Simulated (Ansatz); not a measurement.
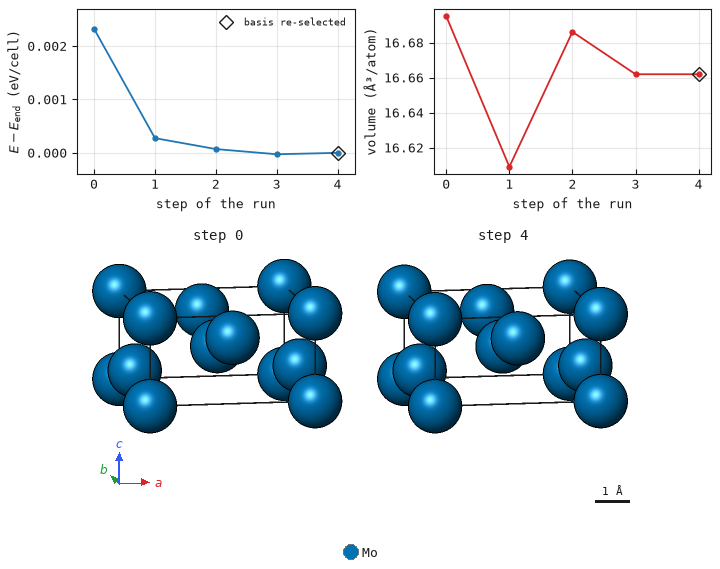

First and last geometry of a relaxation of solid Mo (built on the beta-tin_141 type), with the history of the run. A spheres-only model of the conventional cell (2 times the calculation's cell), seen slightly off an axis. Lengths and directions refer to the drawn axes.

Case: beta-tin type (I4_1/amd, No. 141).

Level of theory: DFT r2SCAN, scalar-relativistic, plane waves, PAW in Ansatz 0.2.0.

The input:
```yaml
crystal:
  lattice:
    - [-2.5053549077, 2.5053549077, 1.3299022422]
    - [2.5053549077, -2.5053549077, 1.3299022422]
    - [2.5053549077, 2.5053549077, -1.3299022422]
  atoms:
    - { symbol: Mo, position: [0.0, 0.0, 0.0] }
    - { symbol: Mo, position: [0.75, 0.25, 0.5] }
basis:
  ecutwfc: 500
kpoints:
  mp_grid: { grid: [24, 24, 24] }
hamiltonian:
  xc: r2scan
scf:
  occupations: { method: gaussian, width: 0.1 }
output:
  forces: true
  stress: true
  eigenvalues: true
relax:
  adjacent_minimum: "off"
  f_tol: 0.01
  max_steps: 80
  cell: { stress_tol: 0.05 }
```

Read the history and describe the run.

Answer. It converged. The atoms keep their places relative to the cell (all moves are under 0.005 Å). The volume changes by −0.2 %, with a = b 5.011 → 5.030 Å (+0.4 %), c 2.660 → 2.634 Å (−1.0 %). Near-neighbour distances that change, for instance: Mo1–Mo1 2.660 → 2.634 Å, Mo1–Mo2 2.592 → 2.600 Å. The space group stays I4_1/amd (No. 141). The energy falls by 2.3 meV per cell of the calculation in 3 accepted moves (4 points after the start). All forces vanish by symmetry, so only the cell relaxes. Pressure: −0.45 GPa at the start and 0.00 GPa at the end. The SCF was repeated once at an unchanged geometry on a basis and grid sized afresh for the cell, which shifted the energy by less than 0.05 meV per cell of the calculation at most. The run took roughly 6 core-minutes on a shared host.

| step | E − E(0), meV/atom | pressure, GPa | volume, Å³/atom | note |
| --- | --- | --- | --- | --- |
| 0 | 0.00 | -0.45 | 16.695 |  |
| 1 | -1.02 | 0.67 | 16.609 |  |
| 2 | -1.13 | -0.30 | 16.686 |  |
| 3 | -1.17 | 0.00 | 16.662 |  |
| 4 | -1.16 | 0.00 | 16.662 | same geometry, new basis |
